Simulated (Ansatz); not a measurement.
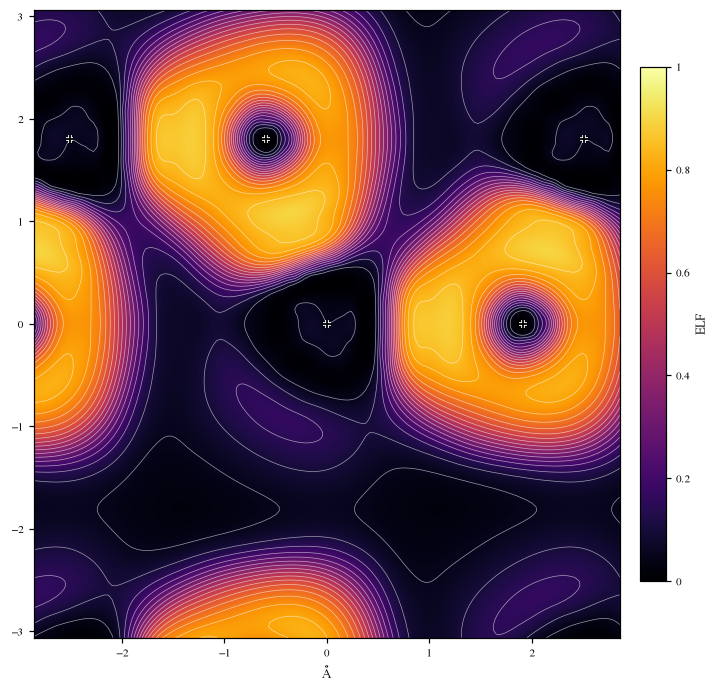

The electron localisation function on a plane through atoms (crosses mark nuclei in the plane).

Level of theory: DFT PBE, scalar-relativistic, plane waves, PAW (Ansatz).

Candidates:
A. AlN, a = 3.13 Å, b = 3.13 Å, c = 5.02 Å, α = 90.00°, β = 90.00°, γ = 120.00°. Space group P6₃mc.
B. Ag, a = 4.15 Å, b = 4.15 Å, c = 4.15 Å, α = 90.00°, β = 90.00°, γ = 90.00°. Space group Fm-3m; computed without spin polarisation.

**Which system is this?**

Candidate A: AlN on the (110) plane of the conventional cell, which holds Al and N. Al–N (1.90 Å): the ELF peaks at about 0.90 between the atoms (a polar covalent bond).
